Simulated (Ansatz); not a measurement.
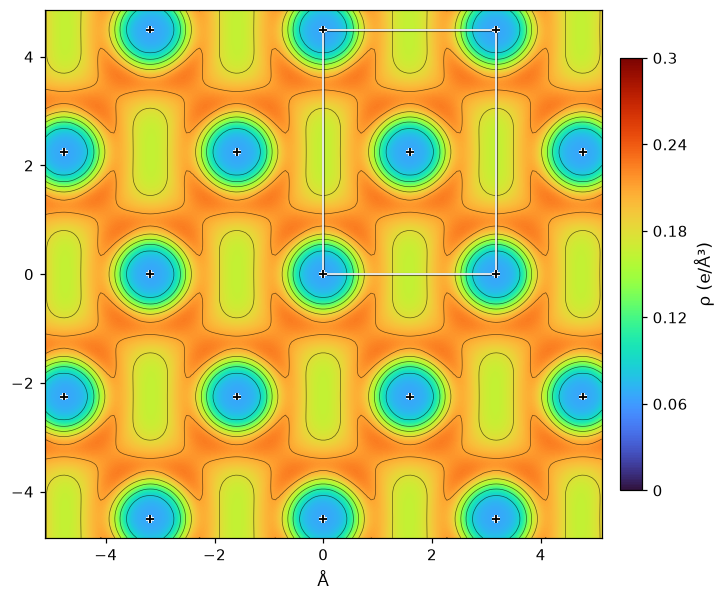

The valence electron density on a plane through atoms (crosses mark nuclei in the plane).

Level of theory: DFT PBEsol, scalar-relativistic, plane waves, PAW in Ansatz.

Candidates:
A. Ge, a = 4.06 Å, b = 4.06 Å, c = 5.49 Å, α = 90.00°, β = 90.00°, γ = 90.00°. Space group I4₁/amd; changed on purpose from its base cell (strain +0.015 along x and y, -0.030 along z, atoms carried along).
B. Al, a = 3.18 Å, b = 3.18 Å, c = 3.18 Å, α = 90.00°, β = 90.00°, γ = 90.00°. Space group Im-3m; a structure from a database of computed crystals, not necessarily the ambient phase; computed pressure about 2 GPa in this cell; computed without spin polarisation.
C. MoS, a = 3.46 Å, b = 3.46 Å, c = 6.92 Å, α = 60.00°, β = 60.00°, γ = 60.00°. Space group Fm-3m; started from the rock salt prototype, which need not be the ambient phase; the program warned that a starting moment wasn't kept; spin-polarised, but the moments vanished.

**Which candidate gave the map?**

Candidate B: Al on the (011) plane of the conventional cell, which holds Al. Al–Al (2.76 Å): the density is about 0.22 e/Å³ at the midpoint.
